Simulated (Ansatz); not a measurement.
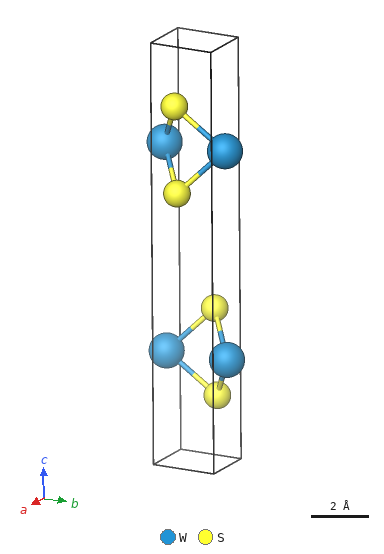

A ball-and-stick rendering, viewed slightly off an axis. Atoms at the boundary of the conventional unit cell (the box) are drawn once for each face, edge or corner they touch. Cell: a = 3.19 Å, b = 3.19 Å, c = 15.29 Å, α = 87.79°, β = 88.71°, γ = 60.01°.

Its origin is a structure type filled with these elements by a generator (whether the compound takes this form wasn't checked). Earlier steps of the study may have refined or changed the cell and positions. It was the input of a calculation with Ansatz.

**Describe the arrangement of the atoms.**

The material is WS2. Space group: P-1 (No. 2). Lattice: primitive triclinic. With Z = 2, the cell contains 2 W, 4 S. W is linked to six S in a trigonal prismatic arrangement at about 2.4 Å. Each S is bonded to three W in a trigonal pyramidal arrangement at about 2.4 Å. Not all metal-metal contacts are counted. The bonds build WS2 layers parallel to (001).

The calculation used DFT PBE, scalar-relativistic, plane waves, PAW in Ansatz 0.2.0, with a plane-wave cutoff of 420 eV, k-points about 0.23 Å⁻¹ apart, Gaussian smearing of 0.02 eV, no spin polarisation.

**Predict the gap.**

A semiconductor at this level, with a gap of 1.84 eV, indirect.

**List the Bader charges.**

W +1.38 e; S -0.69 e.

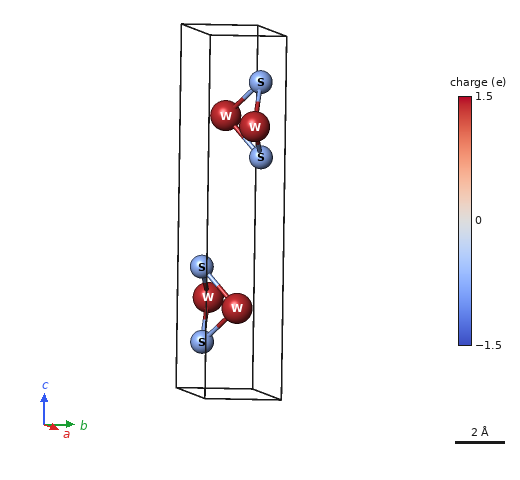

The atoms coloured by those charges. The run's cell of 6 atoms is drawn, so axes and origin can differ from the first picture.

**Is the structure in equilibrium?**

Yes. All forces vanish to within 0.01 eV/Å. The pressure is 0.0 GPa, close to zero.
